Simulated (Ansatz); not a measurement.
## Al2Pt: an electron-density study

Space group Fm-3m; the calculation finds a residual pressure of about 2 GPa at this fixed cell.

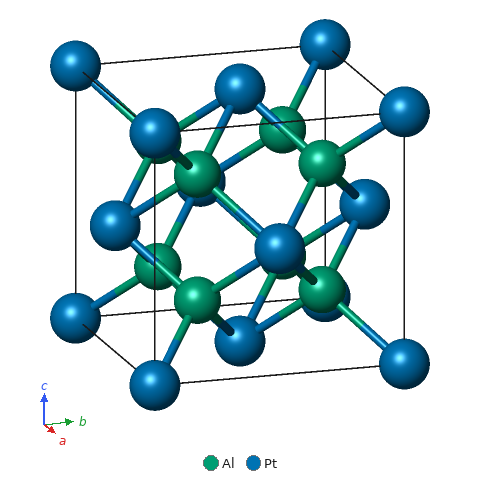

The conventional cell.

```xyz
12
Lattice="5.9100 0.0000 0.0000 0.0000 5.9100 0.0000 0.0000 0.0000 5.9100" Properties=species:S:1:pos:R:3 pbc="T T T"
Al    1.4775    1.4775    1.4775
Al    4.4325    4.4325    1.4775
Al    4.4325    1.4775    4.4325
Al    1.4775    4.4325    4.4325
Al    4.4325    1.4775    1.4775
Al    1.4775    4.4325    1.4775
Al    1.4775    1.4775    4.4325
Al    4.4325    4.4325    4.4325
Pt    0.0000    0.0000    0.0000
Pt    2.9550    2.9550    0.0000
Pt    2.9550    0.0000    2.9550
Pt    0.0000    2.9550    2.9550
```

Theory: DFT PBE, scalar-relativistic, plane waves, PAW (Ansatz 0.2.0).

Core electrons are frozen (PAW), so the maps are meaningful between the atoms, not at the nuclei.

### 1. Bonding charge

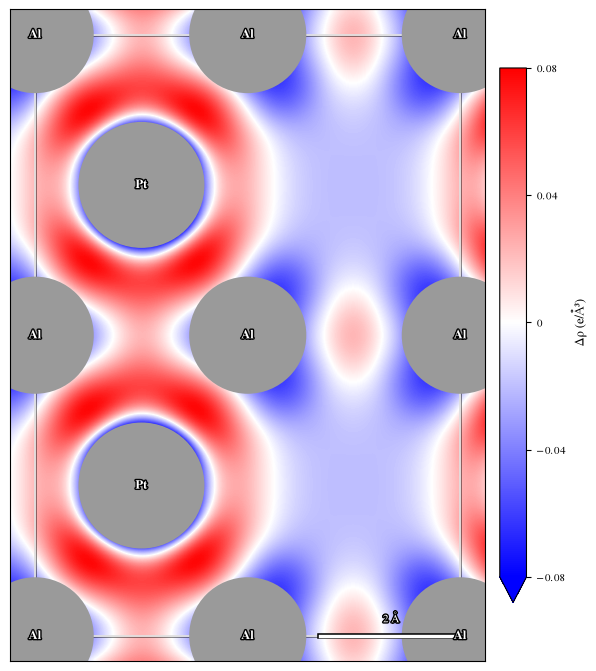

Deformation density (self-consistent density less superposed neutral spherical atoms): a map on the (011) plane of the conventional cell, with grey discs over the atomic cores. Cores are masked to 0.8 Å (Al) and 0.9 Å (Pt).

Read the map: where is density gained and where lost?

Al–Pt (2.56 Å): Δρ is +0.08 e/Å³ at the midpoint.
Al–Al (2.96 Å): Δρ is +0.02 e/Å³ at the midpoint.
Over the whole cell, outside the masked cores, the largest gain, 0.08 e/Å³, lies 1.2 Å from a platinum nucleus and 1.3 Å from an aluminium one, and the largest loss lies at the edge of the masked core of Al.
The rearranged charge, half the integral of |Δρ|, is about 0.27 e an atom.
Bader charges: Al +1.86 and Pt −3.73 e. Among metals such charges hang on how the charge between the atoms is shared out.

### 2. Moving an atom

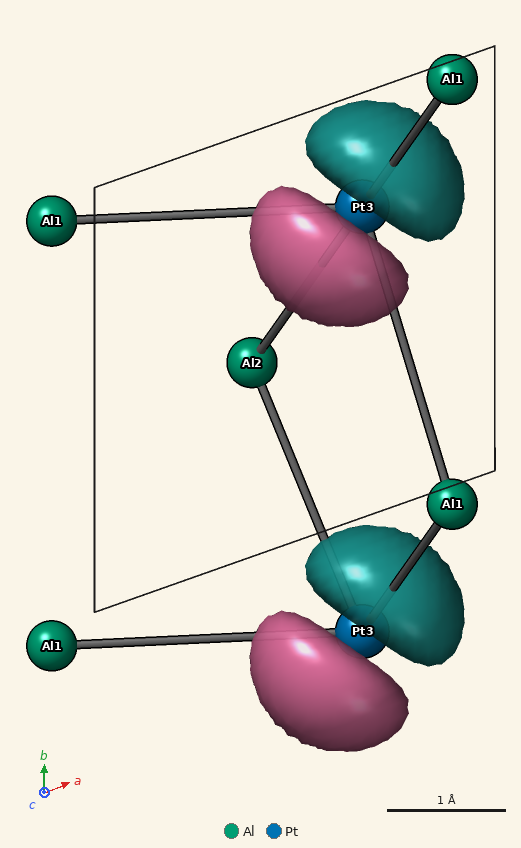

Al2Pt: one atom of the 3-atom cell (and its periodic copies) was moved a little. Density after less density before, teal at +0.6 and pink at −0.6 e/Å³, seen along the c axis; cell a = 4.18 Å, b = 4.18 Å, c = 4.18 Å, α = 60.00°, β = 60.00°, γ = 60.00°. The lobes lie largely inside the PAW sphere, where the density is a smoothed one.

Which atom moved, and which way?

Pt3 moved towards the teal lobe, up and to the right in the picture. In the run the shift was 0.15 Å along [1 1 −1] in the axes of the cell drawn.

What restoring force does the calculation give for this move?

The force on it changes by 1.32 eV/Å along the move, against it: a stiffness of about 8.8 eV/Å² for this sublattice shift.

### 3. Change of volume

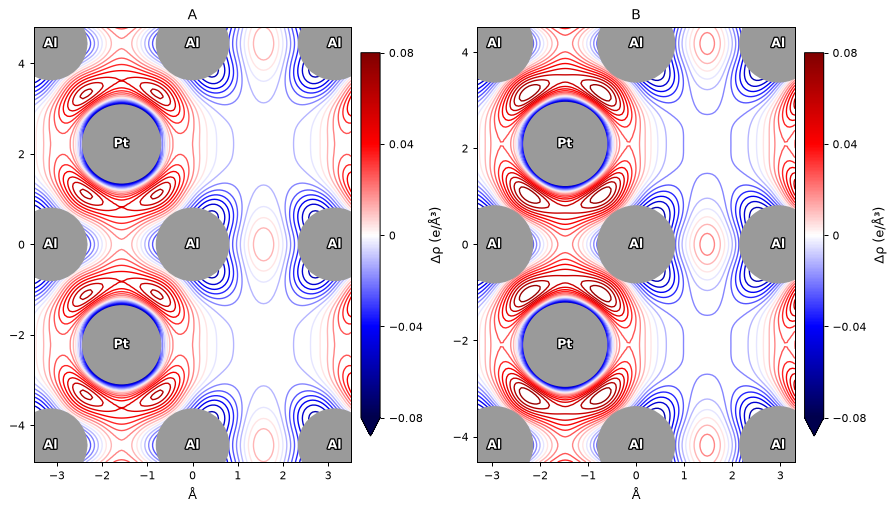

Al2Pt: deformation density on the (110) plane of the conventional cell at two volumes, with the same fractional coordinates and one colour scale. Grey discs cover the cores.

How do the two volumes compare, and how does the bonding charge respond?

A is the larger cell: A has 120 % of the volume of B. From B to A, Al–Pt goes from 2.56 to 2.72 Å, and Δρ at its midpoint from +0.08 to +0.07 e/Å³. The pressure is 2 GPa in B and −15 GPa in A. The rearranged charge is 0.27 e an atom in B and 0.27 e in A.

### 4. Putting it together

The two pressures give a mean stiffness −ΔP/Δln V of about 94 GPa over this range, with the atoms held at their fractional positions.

Run times: 25 s (base cell), 44 s (moved atom) and 29 s (scaled cell), on 1 thread of Arm Neoverse V1 (shared host).
